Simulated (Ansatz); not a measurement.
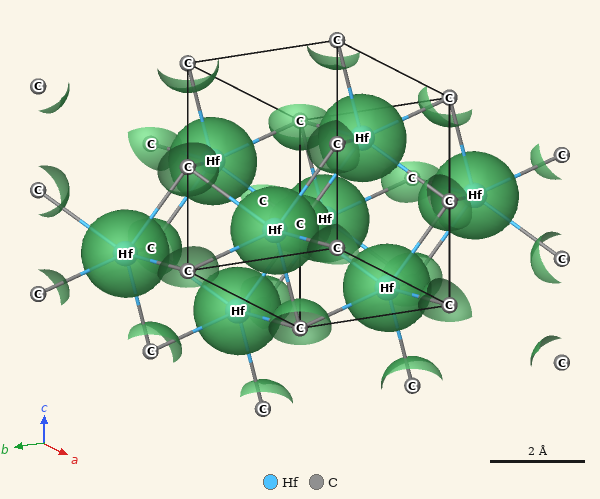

The picture shows: HfC. Isosurface of the valence charge density (pseudo) at 1 e/Å³ (green), seen at an oblique angle. Sticks mark near contacts.

Space group P6₃/mmc; a structure generated by program, which may or may not match a known phase; changed on purpose from its base cell (the structure that the rattled cell fell into).

Theory: DFT PBE, scalar-relativistic, plane waves, PAW (Ansatz).

The density is the valence pseudo-density of a PAW calculation; it isn't the true density close to the nuclei.

```
CELL_PARAMETERS angstrom
3.32590 0.00000 0.00000
-1.66295 2.88031 0.00000
0.00000 0.00000 5.24161
ATOMIC_POSITIONS crystal
Hf 0.33333 0.66667 0.25000
Hf 0.66667 0.33333 0.75000
C 0.00000 0.00000 0.00000
C 0.00000 0.00000 0.50000
```

How is the density connected at this value?

At this value the density breaks into separate islands; it holds about 75 % of the electrons treated as valence (semicore included). It bridges none of the near contacts. It is pinched off along the shortest Hf–C (2.32 Å) contacts. On the grid the lowest density along these lines, outside the cores, is 0.47 e/Å³ (Hf–C, 2.32 Å).

Does the calculation make it a metal, or give it a gap?

It is metallic or semimetallic at this level of theory: no gap opens.
